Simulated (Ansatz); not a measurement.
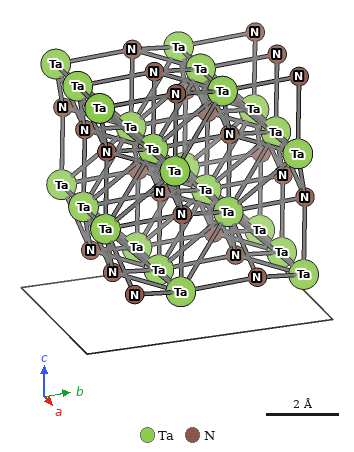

Starting structure of a slab of composition TaN (cut from the P-6m2 phase). The picture is a ball-and-stick view of the 3 × 2 repeat of the cell, outlined in the plane, without the vacuum, seen slightly off an axis.

Case: clean slab, lower half held. The slab is the (1 0 1) face of TaN. 4 atoms are held fixed.

All numbers below come from DFT r2SCAN, scalar-relativistic, plane waves, PAW (Ansatz 0.2.0).

Input file:
```yaml
crystal:
  lattice:
    - [2.9361543272, 0.0, 0.0]
    - [-1.4680771636, 3.8453577038, 0.0]
    - [0.0, 0.0, 23.0403695336]
  atoms:
    - { symbol: Ta, position: [0.4321940916, 0.8643881833, 0.3689176941] }
    - { symbol: "N", position: [0.71863291, 0.4372658199, 0.3827158316] }
    - { symbol: Ta, position: [0.1508270016, 0.3016540032, 0.4517065189] }
    - { symbol: "N", position: [0.4372658199, 0.8745316399, 0.4655046563] }
    - { symbol: Ta, position: [0.8694599116, 0.7389198231, 0.5344953437] }
    - { symbol: "N", position: [0.1558987299, 0.3117974598, 0.5482934811] }
    - { symbol: Ta, position: [0.5880928215, 0.1761856431, 0.6172841684] }
    - { symbol: "N", position: [0.8745316399, 0.7490632797, 0.6310823059] }
basis:
  ecutwfc: 500
kpoints:
  mp_grid: { grid: [10, 8, 1] }
hamiltonian:
  xc: r2scan
scf:
  occupations: { method: gaussian, width: 0.1 }
output:
  forces: true
  eigenvalues: true
  write_density: true
  write_potential: true
  elf: true
  volumetric_format: npy
relax:
  adjacent_minimum: "off"
  f_tol: 0.03
  max_steps: 70
  constraints: [{ sites: [0, 1, 2, 3] }]
efield:
  axis: 3
  dipole_correction: true
  ramp_width: 0.04
```

Run as
```bash
ansatz run input.yaml --threads 2 --pin off --max-ram 5120MiB --backend cpu --events-out ev --progress --plain --runs-dir out
```

Where does the constrained relaxation end?

Answer. The atom that moves furthest is N8 (0.16 Å at 62° to the normal (−c side)). Largest moves by element: N 0.16 Å, Ta 0.06 Å. The lattice vectors keep their values. Near-neighbour distances that change, for instance: Ta7–N8 2.226 → 2.418 Å, Ta7–N8 (another image) 2.226 → 2.074 Å, Ta5–N8 2.226 → 2.140 Å, Ta5–Ta7 2.936 → 2.873 Å. Bond angles that change, for instance: Ta7–N8–Ta7 82.5° → 90.1°, Ta5–N8–Ta7 82.5° → 85.9°, Ta7–N8–Ta7 135.2° → 132.6°. The energy falls by 0.233 eV per cell of the calculation in 4 accepted moves (5 points after the start). The largest force component goes from 1.6 to 0.03 eV/Å. The line search rejected the trial step at point 3 of the run.

The end point in the same view:

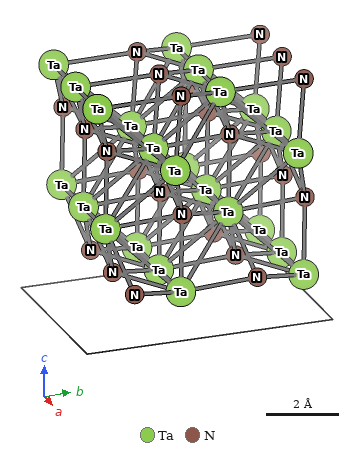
